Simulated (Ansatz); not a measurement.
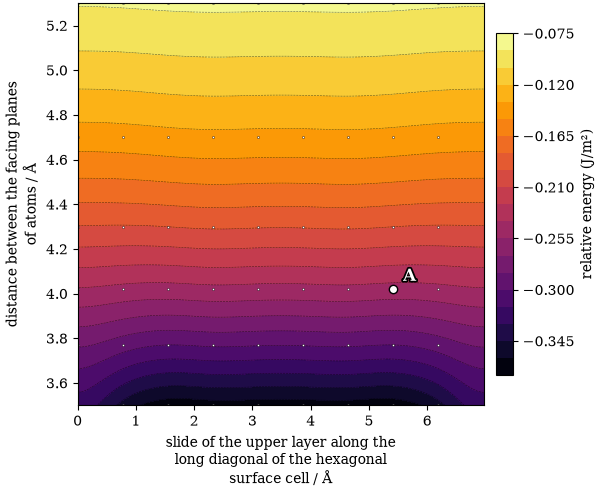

A bilayer of two Ge sheets of the honeycomb type, the upper one turned by 180 degrees about the normal (4 atoms in the cell). The upper layer of a bilayer is slid along a line and lifted, both layers rigid. Coordinates scanned: (1) slide of the upper layer along the long diagonal of the hexagonal surface cell, from Ge4 above Ge1; (2) distance between the facing planes of atoms. The scan uses a 9 × 6 grid; 30 points were computed and 24 follow by symmetry. Points are written as (first, second). Energies: J/m², counted from the two layers apart. Level of theory: Ansatz 0.2.0, DFT PBE+D3(BJ), scalar-relativistic, plane waves, PAW. Settings: cutoff 420 eV, k-mesh 9×9×1, gaussian smearing 0.1 eV, no spin polarisation.

Drawn: filled contours, dots at the grid points, the point A. Between grid points the surface is interpolated.

Which way does the force act at A, and how strong is it?

Answer. A, at (5.42 Å, 4.02 Å), is not a stationary point. The computed force is 0.0021 J/m² for each Å towards larger values of the first coordinate and 0.2 J/m² for each Å towards smaller values of the second coordinate.

PAW datasets: the set soft_1.
